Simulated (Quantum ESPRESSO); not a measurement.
## NaF (Villiaumite): from Born charge to LO-TO splitting

Aim: work out the LO frequency and the static dielectric constant of NaF (Villiaumite) from one linear-response run, then check them.

Program: Quantum ESPRESSO 7.5. Level of theory: DFT LDA, scalar-relativistic, plane waves, PseudoDojo norm-conserving pseudopotentials. Results are calculated unless marked as measured.

### Step 1. The relaxed structure

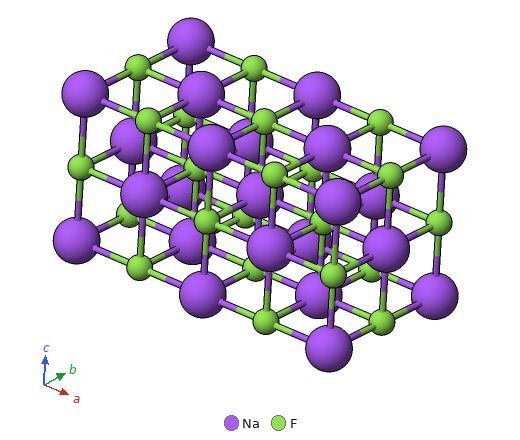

The starting structure, seen from a free direction (sodium purple, fluorine green). 2×1×1 cells are drawn. This picture shows the conventional cell, with its axes. Some periodic images of atoms are drawn too.

As a file:

```
Na F
1.0
    -2.25106    0.00000    2.25106
     0.00000    2.25106    2.25106
    -2.25106    2.25106    0.00000
Na F
1 1
Direct
  0.00000 0.00000 0.00000
  0.50000 0.50000 0.50000
```

This is the cell after its relaxation at this level of theory, not the database cell from which that began.

### Step 2. What the response run gave

A linear-response run on the relaxed cell, with the response to an electric field; only its zone-centre results are used. Cutoff 97 Ry, k mesh 8×8×8.

The program printed:

```text
[banners, grids, parts of the stress and lines that vanish by symmetry left out]
Program PHONON v.7.5
     Reading xml data from directory:

[...]
Exchange-correlation= PW
                           (   1   4   0   0   0   0   0)
[...]
kinetic-energy cut-off    =      97.0000  Ry
     charge density cut-off    =     388.0000  Ry
     convergence threshold     =      1.0E-18
[...]
Exchange-correlation= PW
                           (   1   4   0   0   0   0   0)
[...]
q = (   0.0000000   0.0000000   0.0000000 )
     49 Sym.Ops. (with q -> -q+G )
     G cutoff =  711.3827  (  19795 G-vectors)     FFT grid: ( 40, 40, 40)
     number of k points=    29
[...]
Mode symmetry, O_h (m-3m)  point group:
[...]
Dielectric constant
[...]
End of electric fields calculation
          Dielectric constant in cartesian axis
          (       1.930666886       0.000000000       0.000000000 )
          (       0.000000000       1.930666886      -0.000000000 )
          (       0.000000000      -0.000000000       1.930666886 )
          Effective charges (d Force / dE) in cartesian axis without acoustic sum rule applied (asr)
           atom    1  Na    Mean Z*:        0.99905
      Ex  (        0.99905        0.00000        0.00000 )
      Ey  (       -0.00000        0.99905       -0.00000 )
      Ez  (        0.00000       -0.00000        0.99905 )
           atom    2  F     Mean Z*:       -0.99842
      Ex  (       -0.99842        0.00000        0.00000 )
      Ey  (        0.00000       -0.99842       -0.00000 )
      Ez  (        0.00000       -0.00000       -0.99842 )
          Effective charges Sum: Mean:        0.00063
[...]
Effective charges (d Force / dE) in cartesian axis with asr applied:
           atom    1  Na    Mean Z*:        0.99874
[...]
atom    2  F     Mean Z*:       -0.99874
[...]
Representation #   1 modes #   1   2   3
[...]
End of self-consistent calculation
     Convergence has been achieved
     Representation #   2 modes #   4   5   6
[...]
End of self-consistent calculation
     Convergence has been achieved
[...]
Dielectric constant in cartesian axis
          (       1.930666886       0.000000000       0.000000000 )
          (       0.000000000       1.930666886      -0.000000000 )
          (       0.000000000      -0.000000000       1.930666886 )
          Effective charges (d Force / dE) in cartesian axis without acoustic sum rule applied (asr)
           atom    1  Na    Mean Z*:        0.99905
      Ex  (        0.99905        0.00000        0.00000 )
      Ey  (       -0.00000        0.99905       -0.00000 )
      Ez  (        0.00000       -0.00000        0.99905 )
           atom    2  F     Mean Z*:       -0.99842
      Ex  (       -0.99842        0.00000        0.00000 )
      Ey  (        0.00000       -0.99842       -0.00000 )
      Ez  (        0.00000       -0.00000       -0.99842 )
          Effective charges Sum: Mean:        0.00063
[...]
Effective charges (d Force / dE) in cartesian axis with asr applied:
           atom    1  Na    Mean Z*:        0.99874
[...]
atom    2  F     Mean Z*:       -0.99874
[...]
q = (    0.000000000   0.000000000   0.000000000 )
[...]
freq (    1) =       0.104483 [THz] =       3.485173 [cm-1]
     freq (    2) =       0.104483 [THz] =       3.485173 [cm-1]
     freq (    3) =       0.104483 [THz] =       3.485173 [cm-1]
     freq (    4) =       8.276567 [THz] =     276.076555 [cm-1]
     freq (    5) =       8.276567 [THz] =     276.076555 [cm-1]
     freq (    6) =       8.276567 [THz] =     276.076555 [cm-1]
[...]
Mode symmetry, O_h (m-3m)  point group:
     freq (   1-   3) =          3.5  [cm-1]   --> T_1u G_15  G_4- I
     freq (   4-   6) =        276.1  [cm-1]   --> T_1u G_15  G_4- I

   JOB DONE.
```

```csv
quantity,value
cell volume Ω (Å³),22.813
mass of Na (u),22.990
mass of F (u),18.998
"Born charge of Na, raw (e)",0.999
"Born charge of F, raw (e)",-0.998
ε∞,1.931
ω(TO) after the sum rule (cm⁻¹),276.1
```

### Step 3. The calculation

The charges must sum to zero over the cell; taking off their mean, 0.000 e, leaves Z* = 0.999 e on Na. In the polar mode Na moves against F, so the reduced mass is μ = 22.99 × 19.00 / 41.99 = 10.402 u.

A longitudinal wave builds up a field that adds to the restoring force: ω(LO)² = ω(TO)² + 4π Z*² / (μ Ω ε∞), in Hartree atomic units. With μ = 18962 electron masses and Ω = 153.95 bohr³ the second term is 2.2238e-06 Ha², or 107118 cm⁻² (1 Ha = 219474.6 cm⁻¹).

So ω(LO) = √(76209 + 107118) = 428.2 cm⁻¹, and by the Lyddane-Sachs-Teller relation ε₀ = ε∞ (ω(LO)/ω(TO))² = 4.64.

### Step 4. Check against the program

The analysis program adds the same non-analytic term to the full matrix, here for q along (1 0 0).

The program printed:

```text
[banner, memory and clock lines left out]
Program DYNMAT v.7.5

     Reading Dynamical Matrix from file g.dyn
     ...Force constants read
     ...epsilon and Z* read

     Polarizability (A^3 units)
     multiply by 0.763229 for Clausius-Mossotti correction
         1.689564    0.000000    0.000000
         0.000000    1.689564   -0.000000
         0.000000   -0.000000    1.689564

     IR activities are in (D/A)^2/amu units

# mode   [cm-1]    [THz]      IR
    1     -0.00   -0.0000    0.0000
    2     -0.00   -0.0000    0.0000
    3      0.00    0.0000    0.0000
    4    276.06    8.2761    2.2123
    5    276.06    8.2761    2.2123
    6    428.18   12.8365    2.2123
```

ε₀ comes from the program's run without a direction of q.

```csv
quantity,by hand,program
ω(LO) (cm⁻¹),428.2,428.2
ε₀,4.64,4.64
```

### Step 5. Results

| Item | Value |
| --- | --- |
| TO mode | 276.1 cm⁻¹ |
| LO mode | 428.2 cm⁻¹ |
| static dielectric constant | 4.645 |

What this shows: The LO mode of NaF (Villiaumite) lies at 428 cm⁻¹, 152 cm⁻¹ above the TO mode; the formula meets the program within 0.1 cm⁻¹, as it must for a cubic crystal with one polar mode. ω(LO)² − ω(TO)² goes with Z*²/ε∞: an error of 5 % in ε∞ would move the LO mode by 6.0 cm⁻¹, and semilocal functionals tend to overestimate ε∞. These are harmonic values at zero temperature, at the volume of this functional, for the structure held cubic; stability elsewhere in the zone is no part of this calculation.

[Host names and launcher messages were left out of these logs when they were recorded.]

[Logs are printed without paths, hosts, clocks, repeated set-up lines and the standing remarks that a program may print on its own settings, such as how far it seeks lower states.]

[Hosts, paths, dates, database ids (printed as entryN), source tags and the programs' standing remarks are cut or masked in the printed files.]
